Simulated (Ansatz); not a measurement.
## Electronic structure of Tb in real space

Input

```
crystal:
  lattice:
    - [3.6483870132, 0.0, 0.0]
    - [-1.8241935066, 3.1595958362, 0.0]
    - [0.0, 0.0, 5.7685243816]
  atoms:
    - { symbol: Tb, position: [0.6666666667, 0.3333333333, 0.75], spin: 6.0 }
    - { symbol: Tb, position: [0.3333333333, 0.6666666667, 0.25], spin: 6.0 }
hamiltonian:
  xc: lda
  pseudopotentials: { kind: paw }
magnetization:
  spin_polarized: true
kpoints:
  mp_grid: { grid: [9, 9, 5] }
scf:
  occupations: { method: fermi_dirac, width: 0.05 }
output:
  forces: true
  stress: true
  eigenvalues: true
  write_density: true
  write_potential: true
  elf: true
  volumetric_format: npy
```

Run with:

```sh
ansatz run input.yaml --threads 2 --pin off --max-ram 5632MiB --backend cpu --events-out ev --progress --plain --runs-dir out
```

Below, planes, directions and counts refer to the conventional cell (a = 3.65 Å, b = 3.65 Å, c = 5.77 Å, α = 90.00°, β = 90.00°, γ = 120.00°).

Space group P6₃/mmc; computed pressure about −6 GPa in this cell; the SCF solution may not be the lowest one; no Hubbard U on the f states and no spin–orbit coupling; the program warned that an open shell was started evenly filled; spin-polarised.

These are results of Ansatz, Kohn-Sham DFT of a periodic cell, LDA, Ansatz PAW, not measurements.

The density is the valence pseudo-density of a PAW calculation; it isn't the true density close to the nuclei.

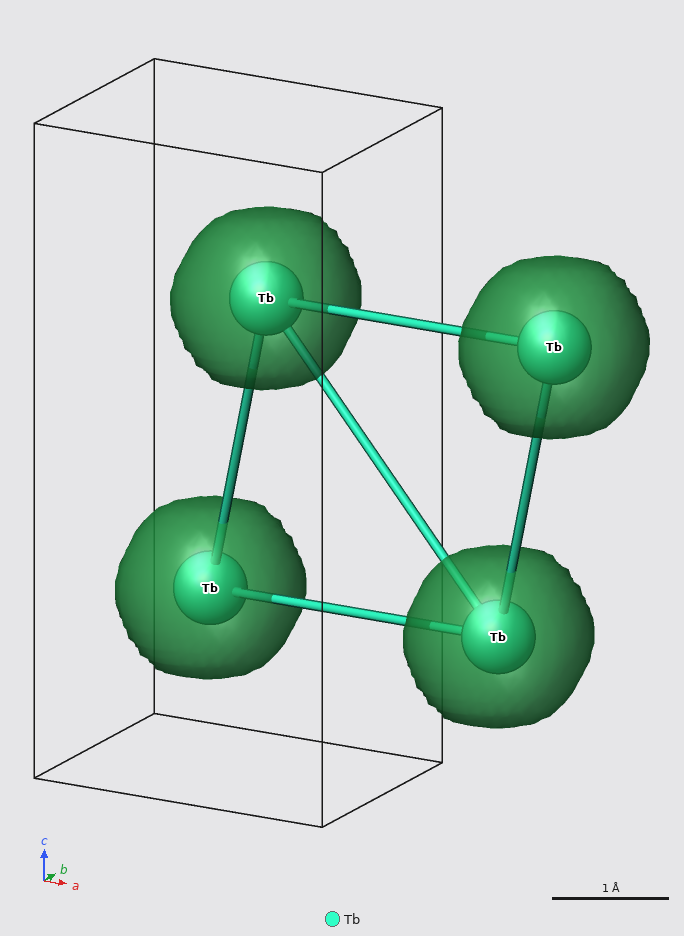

Figure 1. Isosurface of the magnetisation density (up minus down) at +0.3 e/Å³ (green), seen slightly off an axis. Sticks mark near contacts.

**Where is the spin, and how is it ordered?**

The spin density sits on Tb: +5.9 μB (×2) in one cell of 2 atoms: parallel main moments (a ferromagnetic arrangement) in this solution. The cell of the calculation (2 atoms) carries 12.0 μB of net spin moment.

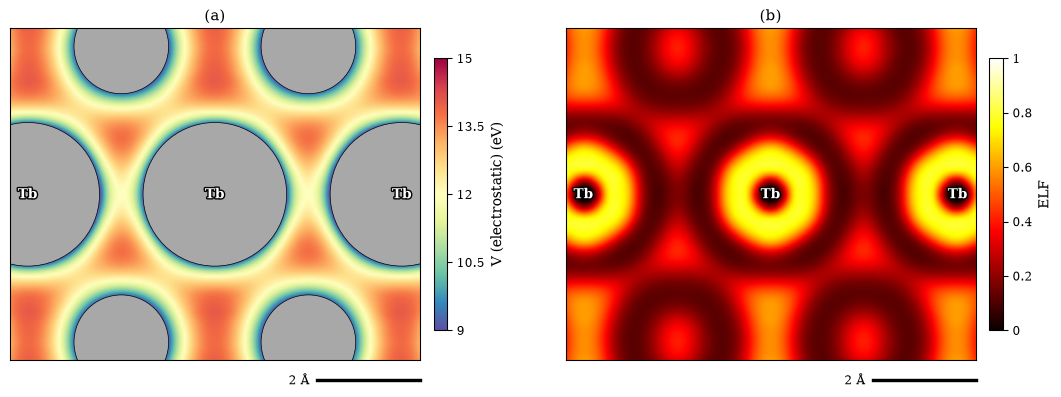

Figure 2. (a) electrostatic potential (local pseudopotential plus Hartree) felt by an electron; (b) electron localisation function on the (010) plane of the conventional cell. Grey discs cover the atomic cores in the potential map.

**What does the map show?**

- The plane passes through Tb nuclei.
- Tb–Tb (3.65 Å): the ELF is about 0.15 at the midpoint (no shared electron pair shows on this line).
- The features right at Tb lie inside the PAW spheres, where the map follows smoothed inner orbitals and isn't to be read closely.
- Outside the cores the potential energy rises away from the atoms and is highest about 2.2 Å from the nearest atoms; its zero is arbitrary.
